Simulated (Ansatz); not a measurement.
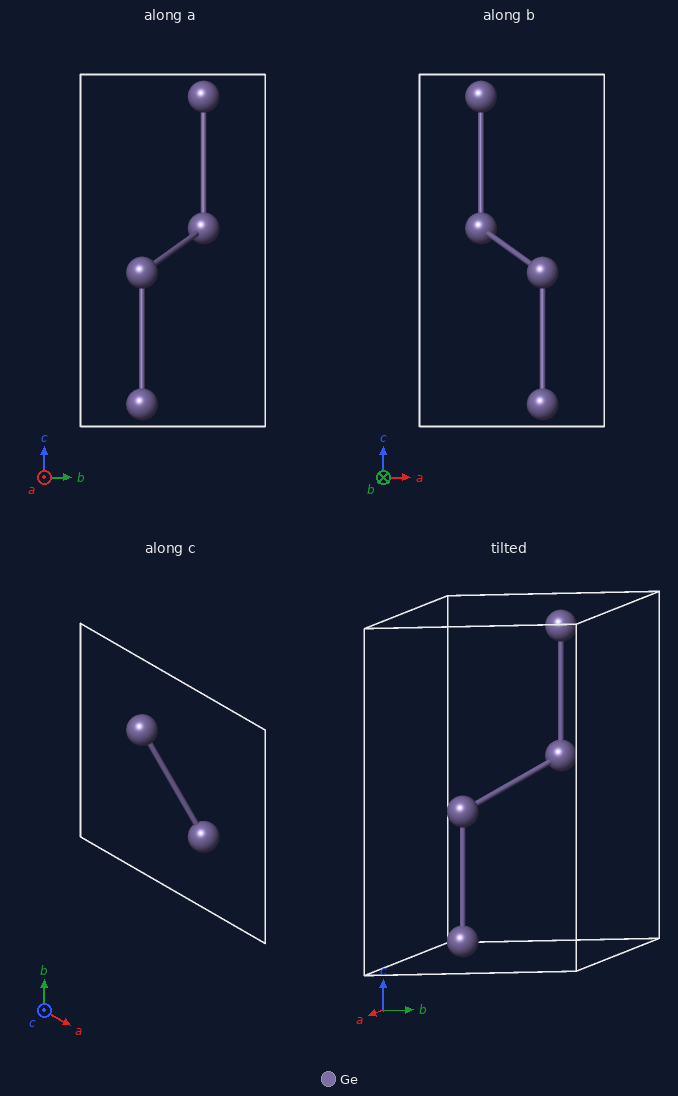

Ball-and-stick representation of a periodic structure, projected along the a axis, along the b axis, along the c axis and slightly off an axis. Lines trace the edges of the conventional unit cell.

Lattice parameters: a = 3.9976 Å, b = 3.9976 Å, c = 6.5928 Å, α = 90.000°, β = 90.000°, γ = 120.000°.

### Convert the drawing into a CIF in P1 with every atom of the cell, with free fractional coordinates to two decimals.

```cif
data_structure
_symmetry_space_group_name_H-M 'P 1'
_symmetry_Int_Tables_number 1
_cell_length_a 3.9976
_cell_length_b 3.9976
_cell_length_c 6.5928
_cell_angle_alpha 90.000
_cell_angle_beta 90.000
_cell_angle_gamma 120.000
_cell_volume 91.24
loop_
_atom_site_label
_atom_site_type_symbol
_atom_site_fract_x
_atom_site_fract_y
_atom_site_fract_z
_atom_site_occupancy
Ge1 Ge 0.3333 0.6667 0.56 1
Ge2 Ge 0.6667 0.3333 0.06 1
Ge3 Ge 0.3333 0.6667 0.94 1
Ge4 Ge 0.6667 0.3333 0.44 1
```

Source of the structure: a structure type filled with this element by a generator (whether the element takes this form wasn't checked). Earlier steps of the study may have refined or changed the cell and positions. It went into a calculation with Ansatz.
